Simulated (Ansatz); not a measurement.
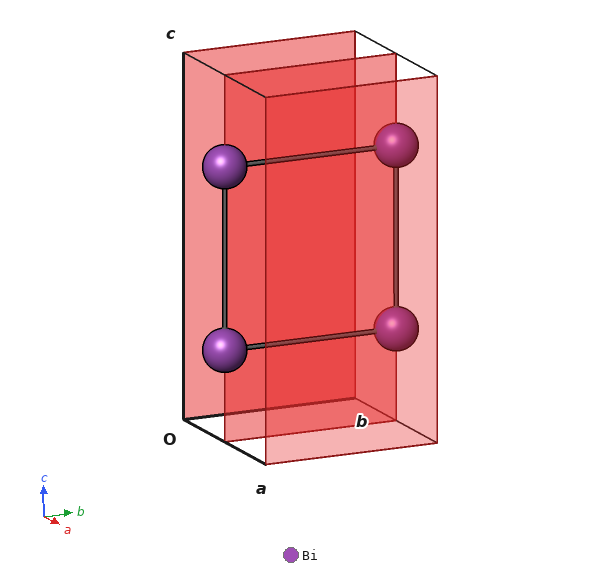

For Bi, the input geometry of an electronic-structure calculation (not necessarily at equilibrium): every member of one family of equally spaced planes, hx + ky + lz = a whole number, that cuts the unit cell is shaded (one member passes through the origin O). All values are computed from the atomic coordinates in the standard setting (tolerance 0.002 Å).

a = 3.252 Å, b = 3.252 Å, c = 6.504 Å, α = 90.00°, β = 90.04°, γ = 90.00°.

**What are the Miller indices?**

(2 0 0); the opposite sign names the same planes. The member next to the origin meets the axes a at 1/2, b never, c never.

**What is the spacing?**

d = 1.626 Å.

**Which atoms of the cell lie in these planes (within 0.03 Å)?**

all 2 Bi.
